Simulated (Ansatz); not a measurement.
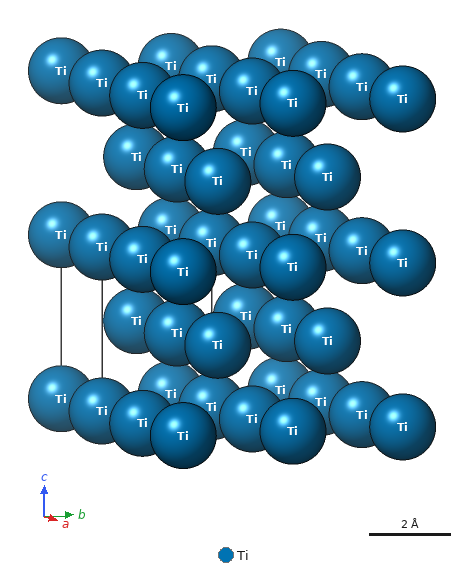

A crystal of Ti (set up in Immm), before the relaxation. Style: spheres-only. Shown: the cell of the calculation, repeated 3 × 2 × 2 with one cell outlined, slightly off an axis.

Case: uniaxial strain along a of +2.0 %; b, c and atoms relaxed.

These are results of DFT r2SCAN, scalar-relativistic, plane waves, PAW in Ansatz 0.2.0, not measurements.

Input file:
```yaml
crystal:
  lattice:
    - [2.0962546468, 2.0962546468, 0.0]
    - [-2.0448758565, 2.0448758565, 0.0]
    - [0.0, 0.0, 4.089751713]
  atoms:
    - { symbol: Ti, position: [0.0, 0.0, 0.0] }
    - { symbol: Ti, position: [0.5, 0.5, 0.5] }
basis:
  ecutwfc: 500
kpoints:
  mp_grid: { grid: [18, 18, 12] }
hamiltonian:
  xc: r2scan
scf:
  occupations: { method: gaussian, width: 0.1 }
output:
  forces: true
  stress: true
  eigenvalues: true
  write_density: true
  write_potential: true
  elf: true
  volumetric_format: npy
relax:
  adjacent_minimum: "off"
  f_tol: 0.008
  max_steps: 40
  cell: { stress_tol: 0.015, fix: [a, angles] }
```

Run as
```bash
ansatz run input.yaml --threads 1 --pin off --max-ram 2560MiB --backend cpu --events-out ev --progress --plain --runs-dir out
```

What does the optimiser find from here?

The atoms keep their places relative to the cell (all moves are under 0.005 Å). Cell: a unchanged at 2.965 Å, b 2.892 → 2.916 Å (+0.9 %), c 4.090 → 4.041 Å (−1.2 %). Volume −0.3 %. Among the contacts that change: Ti1–Ti1 2.892 → 2.916 Å, Ti1–Ti2 2.910 → 2.899 Å. The space group stays Immm (No. 71). The energy falls by 1.2 meV per cell of the calculation in 4 accepted moves (5 points after the start). All forces vanish by symmetry, so only the cell relaxes. Pressure: −1.07 GPa at the start and −0.70 GPa at the end. The SCF was repeated once at an unchanged geometry on a basis and grid sized afresh for the cell, which shifted the energy by 0.1 meV per cell of the calculation at most. Cost: 8.1 min on 1 thread of Intel(R) Xeon(R) Processor @ 2.50GHz (Skylake/Cascade Lake), on a shared host, peak memory 0.82 GiB.

Step by step:

| step | E − E(0), meV/atom | pressure, GPa | volume, Å³/atom | note |
| --- | --- | --- | --- | --- |
| 0 | 0.00 | -1.07 | 17.531 |  |
| 1 | -0.55 | -0.69 | 17.470 |  |
| 2 | -0.54 | -1.02 | 17.523 |  |
| 3 | -0.65 | -0.71 | 17.472 |  |
| 4 | -0.65 | -0.69 | 17.470 |  |
| 5 | -0.62 | -0.70 | 17.470 | same geometry, new basis |

After the run, drawn alike:

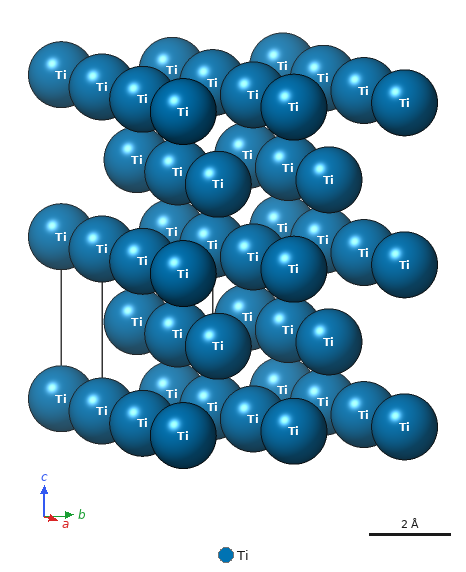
